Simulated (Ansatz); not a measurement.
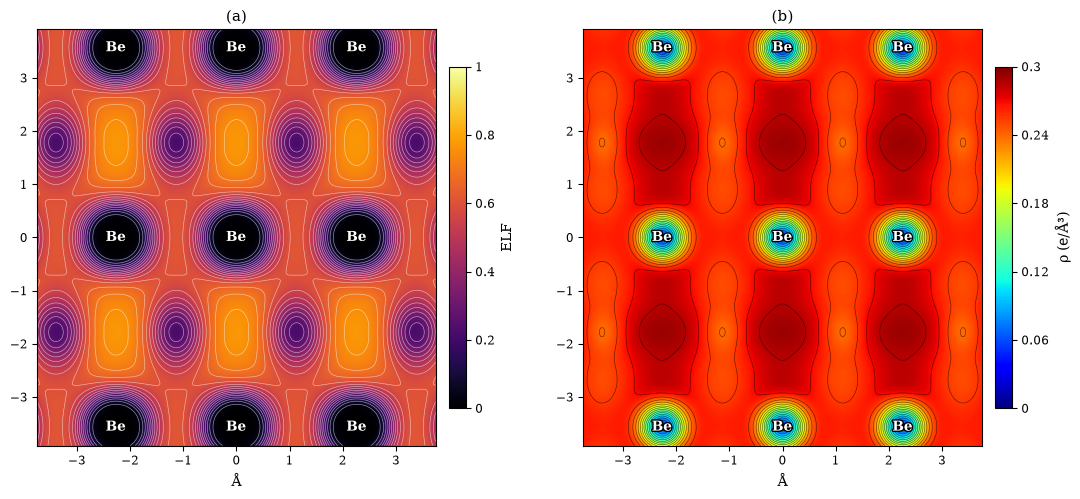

The picture shows: Be. (a) electron localisation function; (b) valence charge density (pseudo) on the (100) plane of the conventional cell.

Space group P6₃/mmc; a structure from a database of computed crystals, not necessarily the ambient phase.

Level of theory: DFT PBE, scalar-relativistic, plane waves, PAW (Ansatz).

The density is the valence pseudo-density of a PAW calculation; it isn't the true density close to the nuclei.

**What does the map show?**

The plane passes through Be nuclei.
Atoms just off the plane (Be, 0.7 Å away) can leave unmarked features too.
Be–Be (2.26 Å): ρ is about 0.26 e/Å³ halfway; the ELF peaks at about 0.60 between the atoms.
Between the atoms the lowest density in this plane is 0.25 e/Å³.
The ELF has a maximum of about 0.75 in the space between the atoms, on no atom or two-centre bond.
